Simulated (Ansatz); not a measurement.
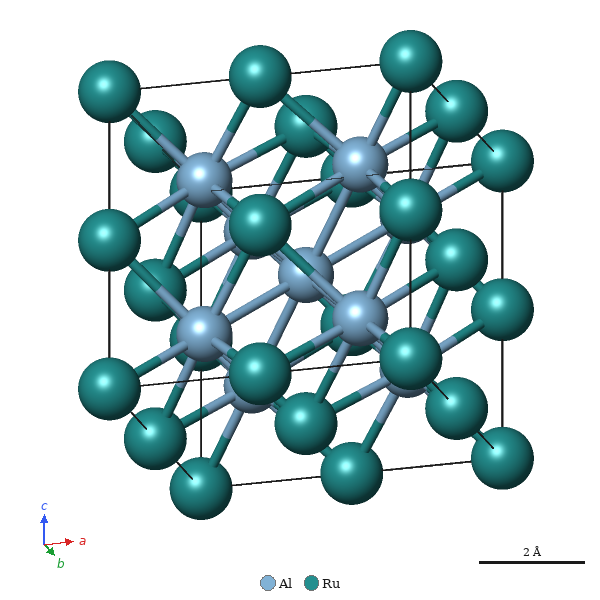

The image is a ball-and-stick drawing of a crystal, viewed from a general direction. The edges of the supercell are marked. The host is AlRu, in a cell of 16 sites, and the cell is neutral.

> Describe the defect.

Aluminium on a ruthenium site (an antisite). It is bonded to eight Al in a cubic arrangement at about 2.7 Å. Not all metal-metal contacts are counted.

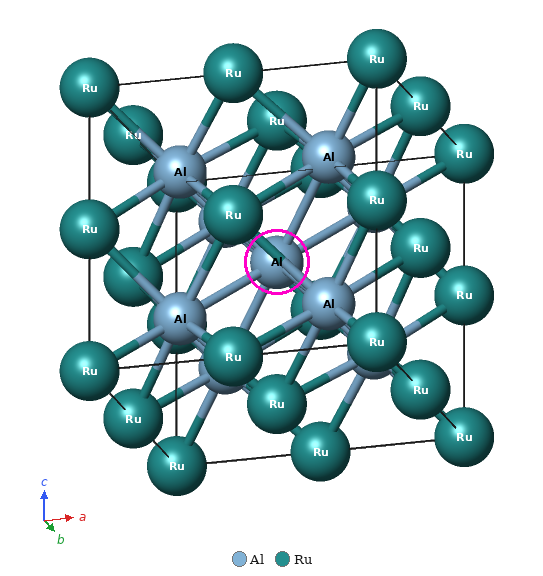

The same cell with a ring at the defect's site.

The atoms were relaxed in the host's cell with Ansatz, DFT PBE, scalar-relativistic, plane waves, PAW.
